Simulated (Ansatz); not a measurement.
# Band-structure calculation of NaF

NaF (2 atoms in the cell), computed with DFT, PBE, plane waves, PAW, no spin polarisation (Ansatz 0.2.0).

The structure derives from an entry of the Crystallography Open Database. The geometry comes from this level: r2SCAN. Figures and captions count atoms from 1; the log counts them from 0 in places.

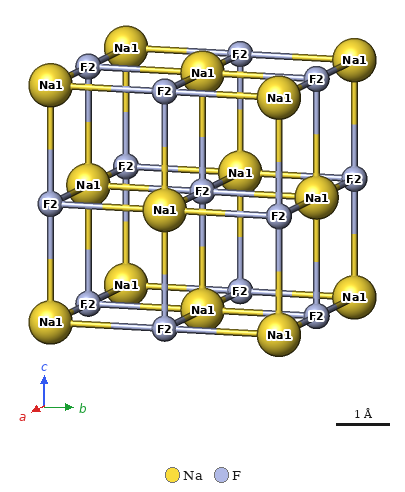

Fig. 1: The structure as given in the input (ball-and-stick view of the cell 4 times as large as that of the calculation, set on its symmetry axes, seen slightly off an axis; atoms are numbered from 1 in the order of the input).

### Input file
```yaml
crystal:
  lattice:
    - [0.0, 2.2972417895, 2.2972417895]
    - [2.2972417895, 0.0, 2.2972417895]
    - [2.2972417895, 2.2972417895, 0.0]
  atoms:
    - { symbol: Na, position: [0.0, 0.0, 0.0] }
    - { symbol: F, position: [0.5, 0.5, 0.5] }
kpoints:
  mp_grid: { grid: [10, 10, 10] }
  band_path:
    path:
      - [[0.0, 0.0, 0.0], [0.5, -2.495293949172e-34, 0.5], [0.625, 0.25, 0.625]]
      - [[0.375, 0.375, 0.75], [0.0, 0.0, 0.0], [0.5, 0.5, 0.5], [0.5, 0.25, 0.75], [0.5, -2.495293949172e-34, 0.5]]
    npoints: 10
hamiltonian:
  xc: pbe
scf:
  occupations: { method: fermi_dirac, width: 0.02 }
  n_extra_bands: 4
output:
  forces: true
  stress: true
  eigenvalues: true
  write_density: true
  write_potential: true
  elf: true
  volumetric_format: npy
```

Command:
```bash
ansatz run input.yaml --threads 2 --pin off --max-ram 2211MiB --backend cpu --events-out ev --progress --plain --runs-dir out
```

### What the program printed
```
scf.n_extra_bands = 4 over 8 filled bands (N_el = 16.0): the run solves 12 bands
Engine: ansatz 0.2.0, aarch64-unknown-linux-gnu
Pseudopotentials: kind: paw
Pseudopotential: Na, paw, valence charge 9, recommended cutoff 420 eV (normal), Na.paw.azcp
Pseudopotential: F, paw, valence charge 7, recommended cutoff 420 eV (normal), F.paw.azcp
Functional definition: PBE
  parameter kappa = 0.804
  parameter beta = 0.06672455060314922
  exchange = pbe_x(kappa = kappa, mu = beta*pi^2/3)
  correlation = pbe_c(beta = beta)
Crystal: 2 atoms, lattice volume = 24.247 Å³
Basis set: ecut = 420 eV, 459 PW (Γ), exchange–correlation on 48×48×48 points (8 copies of the dense FFT grid, shifted against one another)
Bands: 12, of which v1, the nominal top of the filled ones, is band 8 counted from 1 (7 counted from 0)
Symmetry: 48 space group operations
Space group: Fm-3m (ITA 225), of the structure as read, at distance tolerance 2.9e-5 Å
k-points: 47 of 1000
Non-local potential: Na, projectors of the file, l = 0: 3, l = 1: 2, l = 2: 1
Non-local potential: F, projectors of the file, l = 0: 2, l = 1: 2, l = 2: 1
PAW form: soft (Blöchl's): semilocal exchange-correlation on the pseudo side does not see the compensation charge
PAW one-centre angular grid: Na, 110 points (default); XC on 64 Gauss nodes
PAW one-centre angular grid: F, 110 points (default); XC on 64 Gauss nodes
Initial density: superposition of atomic densities (neutral atoms: chi_scale 0, normalization atom), corrected by the library's trained network
Initial wavefunctions: pseudopotential atomic-orbital guess
Functional: x = pbe(κ = 0.804, μ = 0.2195149727645171), c = pbe(β = 0.06672455060314922)
SCF iter   1: F=—  HF=-2297.413288 eV  |F-HF|=—  |Δ(HF+E_count)|=         —  Δρ=8.05e-4  dr2=1.06e-4  ethr=1.77e-3  ⟨swp⟩=5.9  Hψ=3200  notcnv=0
preconditioner: auto → none  [insulator: Δε(μ)=6.450 eV  Ē_g=26.617 eV  σ=0.020 eV  W_gap=1.00  n_scr=8 (ndim 8)  ℏωp=28.2 eV  f_vac=0.108  D(μ)=0.00/eV (n_scr^D=0)  ε∞_Penn≈2.1]
SCF iter   2: F=—  HF=-2297.412992 eV  |F-HF|=—  |Δ(HF+E_count)|=   2.95e-4  Δρ=1.17e-3  dr2=1.90e-4  ethr=6.61e-7  ⟨swp⟩=2.3  Hψ=1395  notcnv=0
SCF iter   3: F=—  HF=-2297.412954 eV  |F-HF|=—  |Δ(HF+E_count)|=   3.85e-5  Δρ=4.11e-4  dr2=2.10e-5  ethr=6.61e-7  ⟨swp⟩=2.0  Hψ=692  notcnv=0
SCF iter   4: F=—  HF=-2297.412908 eV  |F-HF|=—  |Δ(HF+E_count)|=   4.54e-5  Δρ=5.71e-5  dr2=3.57e-7  ethr=1.31e-7  ⟨swp⟩=3.0  Hψ=940  notcnv=0
SCF iter   5: F=—  HF=-2297.412910 eV  |F-HF|=—  |Δ(HF+E_count)|=   1.30e-6  Δρ=5.05e-5  dr2=4.17e-7  ethr=2.23e-9  ⟨swp⟩=2.0  Hψ=892  notcnv=0
SCF iter   6: F=-2297.412909 eV  HF=-2297.412909 eV  |F-HF|=3.63e-8  |Δ(HF+E_count)|=   1.10e-7  Δρ=1.55e-5  dr2=4.08e-8  ethr=6.25e-10  ⟨swp⟩=5.6  Hψ=2914  notcnv=0
SCF 1 converged in 6 iterations: F = -2297.412909 eV  dr2 = 4.08e-8
  greatest PAW one-centre occupation: 0.999 electrons in one spin orbital (limit 2), on the Na atom at site 0 (counted from 0), in its partial waves of l = 0
NSCF: frozen V_eff on 62 k-points
SCF converged after 6 iterations
Free energy (F): -2297.412909 eV
Harris-Foulkes:  -2297.412909 eV  (|F-HF|=3.63e-8)
Internal energy: -2297.412909 eV  (E = F + TS)
E sigma→0 (E₀):  -2297.412909 eV
Fermi energy:    4.466602 eV
--- Per-component energies (eV) ---
  E_band       = -229.976204
  E_kinetic    = 329.567351
  E_local      = -1676.919477  (includes V_loc(G=0)·N_el)
  E_nonlocal   = 188.787947
  E_hartree    = 594.305723
  E_xc         = -120.293458
  E_vxc        = -154.315321  (∫ρ·V_xc dr)
  E_paw        = -463.679217  (= ΣΔE_a)
  E_vpaw       = -105.704059  (= ΣTr[D̂ρ^β])
  E_aug_tail   = 0.002128  (compensation charges beyond the density's cutoff)
  E_ewald      = -1149.183905
  E_smearing   = -0.000000  (= −TS)
  E_closure    = -0.000000  (closes the sum)
  Σ components = -2297.412909   (vs F -2297.412909, Δ=0.00e0)
--- Forces (eV/Å), atoms counted from 1 ---
  atom   1  Na    -0.00000000    -0.00000000    -0.00000000
  atom   2  F      0.00000000    -0.00000000     0.00000000
  max |Σ_I F_I| component: 2.04e-29 eV/Å
--- Stress (GPa, compression-positive) ---
        3.606258       0.000000       0.000000
        0.000000       3.606258      -0.000000
       -0.000000      -0.000000       3.606258
  P = ⅓ Tr σ = 3.6063 GPa (36.063 kbar)
--- Band table (eV; the first three rows and the last of 47) ---
  k-point 0: bands = ["-45.7948", "-17.9887", "-17.6547", "-17.6547", "-17.6547", "1.2161", "1.2161", "1.2161", "7.6720", "20.3882", "20.3882", "20.3882"]
  k-point 1: bands = ["-45.7934", "-18.1230", "-17.6560", "-17.6560", "-17.5076", "1.0126", "1.1888", "1.1888", "8.0353", "19.0988", "20.5503", "20.5503"]
  k-point 2: bands = ["-45.7897", "-18.3184", "-17.6592", "-17.6592", "-17.2779", "0.5473", "1.1214", "1.1214", "8.9701", "17.3343", "20.9612", "20.9612"]
  k-point 46: bands = ["-45.7754", "-18.1701", "-17.7744", "-17.7450", "-17.2385", "0.1819", "0.4566", "0.6399", "14.6065", "14.6204", "16.4380", "18.7691"]
```

### File rho_z.tsv
```
# z_ang	rho[e/angstrom^3]
# format = ansatz-planar-average/11
# lattice	0.000000000	2.297241790	2.297241790
# lattice	2.297241790	0.000000000	2.297241790
# lattice	2.297241790	2.297241790	0.000000000
# sites	2
# site	11	0.000000000	0.000000000	0.000000000
# site	9	2.297241790	2.297241790	2.297241790
0.000000	1.260562e0
0.135366	1.178015e0
0.270733	9.586322e-1
0.406099	6.771102e-1
0.541465	4.271126e-1
0.676831	2.782359e-1
0.812198	2.430356e-1
0.947564	2.962681e-1
1.082930	4.180834e-1
1.218296	5.938567e-1
1.353663	7.860546e-1
1.489029	9.358386e-1
1.624395	9.922509e-1
1.759762	9.358386e-1
1.895128	7.860546e-1
2.030494	5.938567e-1
2.165860	4.180834e-1
2.301227	2.962681e-1
2.436593	2.430356e-1
2.571959	2.782359e-1
2.707325	4.271126e-1
2.842692	6.771102e-1
2.978058	9.586322e-1
3.113424	1.178015e0
```

### File v_z.tsv
```
# z_ang	v_es[eV]	v_tot[eV]
# format = ansatz-planar-average/11
# xc	pbe
# density_cutoff_ev	1680
# datasets	Na=:simpson_from_first_knot:soft	F=:simpson_from_first_knot:soft
# lattice	0.000000000	2.297241790	2.297241790
# lattice	2.297241790	0.000000000	2.297241790
# lattice	2.297241790	2.297241790	0.000000000
# sites	2
# site	11	0.000000000	0.000000000	0.000000000
# site	9	2.297241790	2.297241790	2.297241790
0.000000	-2.208543e0	-1.055399e1
0.135366	-1.796626e0	-1.013237e1
0.270733	-6.587467e-1	-8.967452e0
0.406099	9.745336e-1	-7.298609e0
0.541465	2.732452e0	-5.505730e0
0.676831	4.301417e0	-3.925850e0
0.812198	5.042679e0	-3.273734e0
0.947564	4.708275e0	-3.871574e0
1.082930	3.899823e0	-5.075090e0
1.218296	3.033261e0	-6.341441e0
1.353663	2.294701e0	-7.407921e0
1.489029	1.834219e0	-8.100534e0
1.624395	1.692960e0	-8.330829e0
1.759762	1.834219e0	-8.100534e0
1.895128	2.294701e0	-7.407921e0
2.030494	3.033261e0	-6.341441e0
2.165860	3.899823e0	-5.075090e0
2.301227	4.708275e0	-3.871574e0
2.436593	5.042679e0	-3.273734e0
2.571959	4.301417e0	-3.925850e0
2.707325	2.732452e0	-5.505730e0
2.842692	9.745336e-1	-7.298609e0
2.978058	-6.587467e-1	-8.967452e0
3.113424	-1.796626e0	-1.013237e1
```

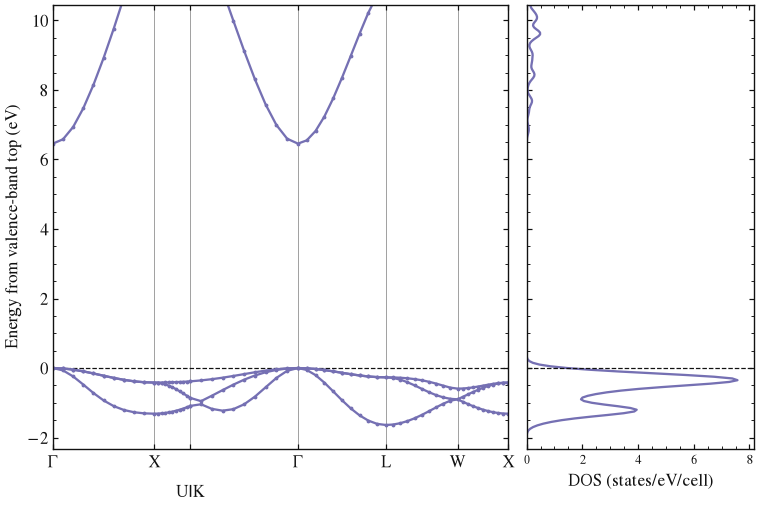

Fig. 2: Band structure along Γ–X–U|K–Γ–L–W–X and density of states (the curve is built from the levels of the k mesh with Gaussians 0.3 eV wide, which also blur the band edges), with energies from the valence-band top. There is a gap of 6.46 eV on this path, direct, at Γ.

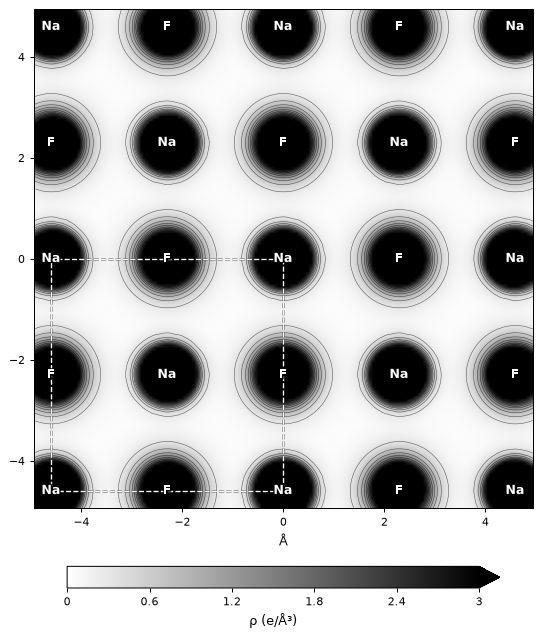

Fig. 3: Valence pseudo-density on the (010) plane of the conventional cell. The plane passes through Na and F nuclei. Na–F (2.30 Å): ρ is about 0.16 e/Å³ halfway. Away from the nuclei the density in this plane falls to 0.04 e/Å³ at its lowest. Core electrons are frozen (PAW), so the fields are smoothed inside the atomic spheres.

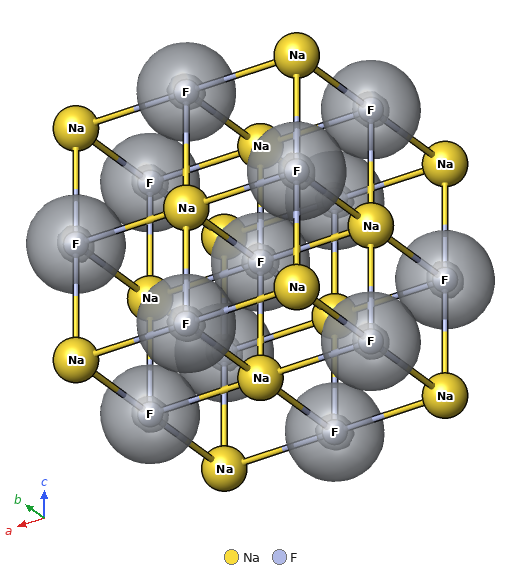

Fig. 4: Isosurface of the electron localisation function at 0.7 (grey), seen at an oblique angle. Only the valence region is drawn (cores and ρ < 0.01 e/Å³ removed). Sticks mark near contacts. The outline is the cell set on symmetry axes. Along the contacts the grid gives the following.

### Key numbers

- outcome: converged
- space group (tolerance 0.01 Å): Fm-3m (225)
- electrons treated: 16
- free energy: −2297.4129 eV
- Fermi energy: 4.467 eV
- gap on the k-point mesh: 6.46 eV
- pressure: 3.61 GPa
- largest force (length of the vector): under 0.001 eV/Å
- hardware: 2 threads of an Arm (aarch64) CPU, shared host
- wall time: 1.4 s (CPU time 2.6 s)
- peak memory: 0.26 GiB
